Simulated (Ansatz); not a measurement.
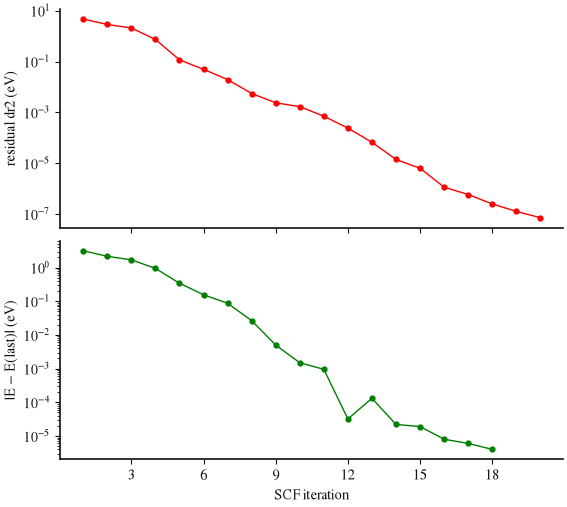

The plot shows the SCF iterations of a calculation: density residual dr2, distance of the Harris–Foulkes energy from its last value. Energy differences below 3 × 10⁻⁶ eV aren't drawn. dr2 is the charge part; the magnetisation has a residual of its own.

- system: FeCo$_{3}$ (Pm-3m, 8 atoms in the cell)
- method: DFT r2SCAN, scalar-relativistic, plane waves, PAW (Ansatz 0.2.0); cutoff 500 eV, 12×12×6 k-mesh, Gaussian smearing of 0.1 eV, collinear spins

Q: Did the calculation converge?

A: It did not finish: the time limit cut it off after 20 iterations. The residual is still falling at the last step (down to 7 × 10⁻⁸).

Q: Read the residual at the first and at the last step drawn.

A: It starts near 5 and ends near 7 × 10⁻⁸ eV.
